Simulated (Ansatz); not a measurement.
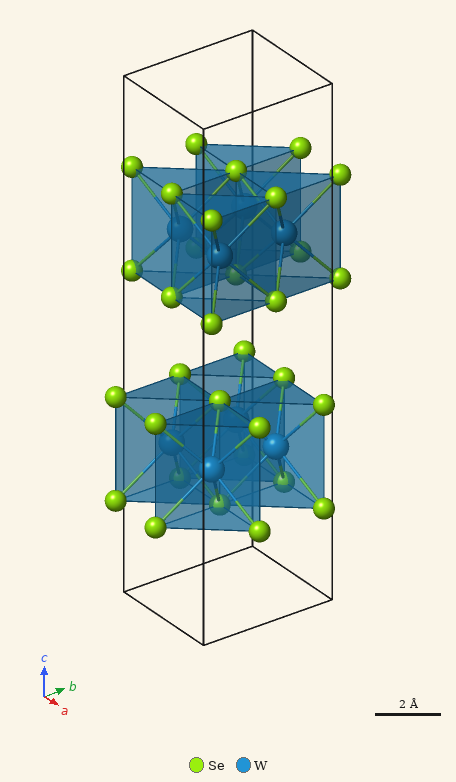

**Figure 1.** The structure as given in the input (polyhedral view of the 2 × 2 repeat of the cell, with the vacuum cut short, seen slightly off an axis; polyhedra are completed across the faces of the cell).

## WSe2: single-point calculation (part 1 of 2)

WSe2 (slab, 6 atoms in the cell), computed with DFT PBE+D3(BJ), spin-orbit coupling, plane waves, PAW (Ansatz 0.2.0).

The structure derives from an entry of the Crystallography Open Database.

Output
```
scf.n_extra_bands = 12 over 92 filled bands (N_el = 92.0): the run solves 104 bands
Engine: ansatz 0.2.0, x86_64-unknown-linux-gnu
Pseudopotentials: kind: paw_fr
Pseudopotential: Se, paw_fr, valence charge 16, recommended cutoff 420 eV (normal), Se.paw.azcp#standard-fr
Pseudopotential: W, paw_fr, valence charge 14, recommended cutoff 420 eV (normal), W.paw.azcp#standard-fr
Functional definition: PBE
  parameter kappa = 0.804
  parameter beta = 0.06672455060314922
  exchange = pbe_x(kappa = kappa, mu = beta*pi^2/3)
  correlation = pbe_c(beta = beta)
non-collinear run that drives no moment, with spin-orbit: no starting moment large enough to seed its density (crystal.atoms[].spin), no starting occupations that ask for one, no magnetisation constraint and no magnetic field, so the semilocal B_xc is pinned to zero
Crystal: 6 atoms, lattice volume = 424.757 Å³
Basis set: ecut = 420 eV, 8493 PW (Γ)
Bands: 104, of which v1, the nominal top of the filled ones, is band 92 counted from 1 (91 counted from 0)
Symmetry: 12 space group operations + 12 with time reversal
Magnetic group: BNS 164.86 (UNI 1316), of the structure as read, at distance tolerance 7.5e-5 Å
k-points: 12 of 81
Projection manifold: j_resolved (fully-relativistic pseudo-atomic orbitals)
Non-local potential: Se, projectors of the file, l = 0: 2, l = 1: 4, l = 2: 6, l = 3: 2
Non-local potential: W, projectors of the file, l = 0: 3, l = 1: 4, l = 2: 4, l = 3: 2
PAW form: soft (Blöchl's): semilocal exchange-correlation on the pseudo side does not see the compensation charge
PAW one-centre angular grid: Se, 590 points (default); XC on 96 Gauss nodes
PAW one-centre angular grid: W, 590 points (default); XC on 64 Gauss nodes
Initial density: superposition of atomic densities (neutral atoms: chi_scale 0, normalization atom)
Initial wavefunctions: pseudopotential atomic-orbital guess
Functional: x = pbe(κ = 0.804, μ = 0.2195149727645171), c = pbe(β = 0.06672455060314922)
iter 1 solved again at ethr=2.26e-3 eV; its pass at ethr=3.10e-3 eV (dr2=2.08e0 eV) is discarded
SCF iter   1: F=—  HF=-42702.027253 eV  |F-HF|=—  |Δ(HF+E_count)|=         —  Δρ=1.77e-2  dr2=2.05e0  dr2_m=0.00e0 (ungated)  ethr=2.26e-3  |M|=0.00e0 ∫|m|=0.00e0 μB  |m|>n=0.0e0 m-floor=0.0e0 τ_xc=0.0e0  β_m=0.30  ⟨swp⟩=2.0  Hψ=4667  notcnv=0
preconditioner: auto → Resta (q_TF=auto, 2.114 Å⁻¹)  ε∞=2.8  [insulator: Δε(μ)=1.287 eV  Ē_g=8.115 eV  σ=0.020 eV  W_gap=1.00  n_scr=30 (ndim 8)  ℏωp=10.8 eV  f_vac=0.704  D(μ)=0.00/eV (n_scr^D=0)  ε∞_Penn≈2.8  vacuum switching on, ρ_ref=4.8e-3 e/Å³]
spin=Noncollinear: Resta preconditioning applied to the charge; magnetization (m_x, m_y, m_z) channels mix plain (no charge-response kernel on spin).
SCF iter   2: F=—  HF=-42701.711554 eV  |F-HF|=—  |Δ(HF+E_count)|=   3.16e-1  Δρ=1.23e-2  dr2=7.13e-1  dr2_m=0.00e0 (ungated)  ethr=2.22e-3  |M|=0.00e0 ∫|m|=0.00e0 μB  |m|>n=0.0e0 m-floor=0.0e0 τ_xc=0.0e0  β_m=0.53  ⟨swp⟩=2.9  Hψ=903  notcnv=0
SCF iter   3: F=—  HF=-42701.534084 eV  |F-HF|=—  |Δ(HF+E_count)|=   1.77e-1  Δρ=3.74e-3  dr2=1.84e-1  dr2_m=0.00e0 (ungated)  ethr=7.75e-4  |M|=0.00e0 ∫|m|=0.00e0 μB  |m|>n=0.0e0 m-floor=0.0e0 τ_xc=0.0e0  β_m=0.50  ⟨swp⟩=3.5  Hψ=1211  notcnv=0
SCF iter   4: F=—  HF=-42701.511318 eV  |F-HF|=—  |Δ(HF+E_count)|=   2.28e-2  Δρ=1.80e-3  dr2=2.46e-2  dr2_m=0.00e0 (ungated)  ethr=2.00e-4  |M|=0.00e0 ∫|m|=0.00e0 μB  |m|>n=0.0e0 m-floor=0.0e0 τ_xc=0.0e0  β_m=0.51  ⟨swp⟩=3.8  Hψ=1117  notcnv=0  defer=36
SCF iter   5: F=—  HF=-42701.508895 eV  |F-HF|=—  |Δ(HF+E_count)|=   2.42e-3  Δρ=5.72e-4  dr2=5.87e-3  dr2_m=0.00e0 (ungated)  ethr=2.67e-5  |M|=0.00e0 ∫|m|=0.00e0 μB  |m|>n=0.0e0 m-floor=0.0e0 τ_xc=0.0e0  β_m=0.49  ⟨swp⟩=3.7  Hψ=1192  notcnv=0  defer=60
SCF iter   6: F=—  HF=-42701.508798 eV  |F-HF|=—  |Δ(HF+E_count)|=   9.70e-5  Δρ=3.43e-4  dr2=9.97e-4  dr2_m=0.00e0 (ungated)  ethr=6.38e-6  |M|=0.00e0 ∫|m|=0.00e0 μB  |m|>n=0.0e0 m-floor=0.0e0 τ_xc=0.0e0  β_m=0.54  ⟨swp⟩=3.0  Hψ=911  notcnv=0  defer=60
SCF iter   7: F=—  HF=-42701.508964 eV  |F-HF|=—  |Δ(HF+E_count)|=   1.66e-4  Δρ=1.35e-4  dr2=1.06e-4  dr2_m=0.00e0 (ungated)  ethr=1.08e-6  |M|=0.00e0 ∫|m|=0.00e0 μB  |m|>n=0.0e0 m-floor=0.0e0 τ_xc=0.0e0  β_m=0.69  ⟨swp⟩=3.1  Hψ=956  notcnv=0  defer=60
SCF iter   8: F=—  HF=-42701.509033 eV  |F-HF|=—  |Δ(HF+E_count)|=   6.94e-5  Δρ=3.12e-5  dr2=6.65e-6  dr2_m=0.00e0 (ungated)  ethr=1.15e-7  |M|=0.00e0 ∫|m|=0.00e0 μB  |m|>n=0.0e0 m-floor=0.0e0 τ_xc=0.0e0  β_m=0.77  ⟨swp⟩=3.1  Hψ=1207  notcnv=0  defer=60
SCF iter   9: F=—  HF=-42701.508948 eV  |F-HF|=—  |Δ(HF+E_count)|=   8.54e-5  Δρ=5.65e-6  dr2=8.87e-7  dr2_m=0.00e0 (ungated)  ethr=7.22e-9  |M|=0.00e0 ∫|m|=0.00e0 μB  |m|>n=0.0e0 m-floor=0.0e0 τ_xc=0.0e0  β_m=0.71  ⟨swp⟩=3.7  Hψ=1388  notcnv=0  defer=60
SCF iter  10: F=-42701.508948 eV  HF=-42701.508948 eV  |F-HF|=6.08e-9  |Δ(HF+E_count)|=   6.98e-8  Δρ=3.52e-6  dr2=5.27e-8  dr2_m=0.00e0 (ungated)  ethr=1.09e-10  |M|=0.00e0 ∫|m|=0.00e0 μB  |m|>n=0.0e0 m-floor=0.0e0 τ_xc=0.0e0  ⟨swp⟩=11.1  Hψ=3760  notcnv=0
SCF 1 converged in 10 iterations: F = -42701.508948 eV  dr2 = 5.27e-8
  greatest PAW one-centre occupation: 1.000 electrons in one spin orbital (limit 2), on the W atom at site 4 (counted from 0), in its partial waves of l = 0
```

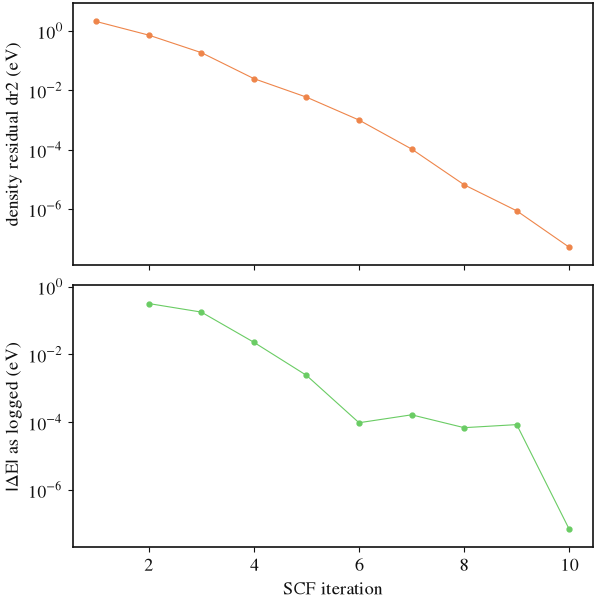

**Figure 2.** Convergence of the self-consistent field: density residual dr2 and size of the energy change against the SCF iteration. The residual falls at every step.

```
NSCF: frozen V_eff on 31 k-points
WARN: The output density's exchange-correlation potential varies sharply where the density is thin. Do not read a vacuum level from v_tot or v_xc, or from such a field of the output density. On a cell that repeats whose density bears no net charge and no dipole along the vacuum's axis use v_es (v_loc + v_h of the components); under efield.dipole_correction with no amplitude use v_es + v_field, which holds any external_charges[].barrier, or the levels of the report's work_function block, which leave it out; under a non-zero efield.amplitude the vacuum is tilted and has no level; on a cell that repeats and bears such a dipole with no correction it is tilted too, and efield.dipole_correction with no amplitude gives each side of its ramp a level where efield: is served; in a cell that repeats whose density bears a net charge (total_charge, or a fill off its count) it is curved and has none; of a slab under crystal.periodic whose density bears no net charge use v_es, which has a level on each side, short of where the two are joined; of another it falls or rises all the way out and has none; of a slab beside external_charges read slab_vacuum_level instead, which it has where they leave it neutral. The grid or the basis barely resolves most such structure, and the values can differ between equally converged runs; as a rule a tighter scf.convergence.dr2_threshold does not remove it. Where the density itself ripples (under the LDA too) a higher basis.ecutwfc lessens it. The files hold the spikes' plane waves up to the density's cutoff. Files: v_tot_of_output_density and the like, and their columns of v_z.tsv (output.write_potential); v_xc_of_output_density and the like, and their columns of v_comp_z.tsv (output.write_potential_components). Measured: with its Gaussian average of σ = 0.25 Å subtracted twice, the exchange-correlation potential is over 0.1 eV at 1016 of the grid points where the equally averaged density (valence and model cores) is under 1e-3 e/Å³, and 1.02 eV at the most among them, at an averaged density of 1.7e-4 e/Å³. The input density's (outcome.potential() and, of a run that writes arrays, v_tot and v_xc) is over 0.1 eV, so measured, at 1026 points of its own thin density, 0.932 eV at the most. See output.write_potential in the manual, Limitations
SCF converged after 10 iterations
Magnetization: |M| = 0.0000 μB,  M = (+0.0000, +0.0000, +0.0000) μB
Absolute magnetization: 0.0000 μB (∫|m|)
  site 0: m = (+0.0000, +0.0000, +0.0000) μB, |m| = 0.0000 μB  (R = 1.05 Å)
  site 1: m = (+0.0000, +0.0000, +0.0000) μB, |m| = 0.0000 μB  (R = 1.05 Å)
  site 2: m = (+0.0000, +0.0000, +0.0000) μB, |m| = 0.0000 μB  (R = 1.05 Å)
  site 3: m = (+0.0000, +0.0000, +0.0000) μB, |m| = 0.0000 μB  (R = 1.05 Å)
  site 4: m = (+0.0000, +0.0000, +0.0000) μB, |m| = 0.0000 μB  (R = 1.05 Å)
  site 5: m = (+0.0000, +0.0000, +0.0000) μB, |m| = 0.0000 μB  (R = 1.05 Å)
Free energy (F): -42701.508948 eV
Harris-Foulkes:  -42701.508948 eV  (|F-HF|=6.08e-9)
Internal energy: -42701.508948 eV  (E = F + TS)
E sigma→0 (E₀):  -42701.508948 eV
Fermi energy:    -4.192990 eV
--- Per-component energies (eV) ---
  E_band       = -3317.476815
  E_kinetic    = 1379.153688
  E_local      = -611680.379278  (includes V_loc(G=0)·N_el)
  E_nonlocal   = -2388.451408
  E_hartree    = 304809.827885
  E_xc         = -952.473669
  E_vxc        = -873.360620  (∫ρ·V_xc dr)
  E_paw        = -24814.093450  (= ΣΔE_a)
  E_vpaw       = 625.894277  (= ΣTr[D̂ρ^β])
  E_aug_tail   = -0.002510  (compensation charges beyond the density's cutoff)
  E_ewald      = 290947.329257
  E_disp       = -2.419462  (pairwise vdW)
  E_smearing   = -0.000000  (= −TS)
  E_closure    = -0.000000  (closes the sum)
  Σ components = -42701.508948   (vs F -42701.508948, Δ=0.00e0)
--- Band table (eV; the first three rows and the last of 12) ---
  k-point 0: bands = ["-78.8500", "-78.8500", "-78.8500", "-78.8500", "-53.1265", "-53.1265", "-53.1264", "-53.1264", "-53.1076", "-53.1076", "-53.1076", "-53.1076", "-53.1024", "-53.1024", "-53.1020", "-53.1020", "-53.0782", "-53.0782", "-53.0782", "-53.0782", "-52.2393", "-52.2393", "-52.2393", "-52.2393", "-52.2214", "-52.2214", "-52.2214", "-52.2214", "-52.2185", "-52.2185", "-52.2182", "-52.2182", "-52.2068", "-52.2068", "-52.2064", "-52.2064", "-52.1960", "-52.1960", "-52.1960", "-52.1960", "-52.1822", "-52.1822", "-52.1822", "-52.1822", "-50.2683", "-50.2683", "-50.2683", "-50.2683", "-40.5453", "-40.5453", "-40.5452", "-40.5452", "-40.4173", "-40.4173", "-40.4173", "-40.4173", "-19.9834", "-19.9834", "-19.8199", "-19.8199", "-18.7771", "-18.7771", "-18.5292", "-18.5292", "-11.6832", "-11.6832", "-11.0452", "-11.0452", "-7.9874", "-7.9874", "-7.4937", "-7.4937", "-7.4845", "-7.4845", "-7.2906", "-7.2906", "-7.2332", "-7.2332", "-6.7007", "-6.7007", "-6.4835", "-6.4835", "-6.3881", "-6.3881", "-6.0600", "-6.0600", "-6.0243", "-6.0243", "-5.5579", "-5.5579", "-4.8606", "-4.8606", "-2.2668", "-2.2668", "-2.2247", "-2.2247", "-2.0478", "-2.0478", "-1.9989", "-1.9989", "-1.9601", "-1.9601", "-1.8786", "-1.8786"]
```
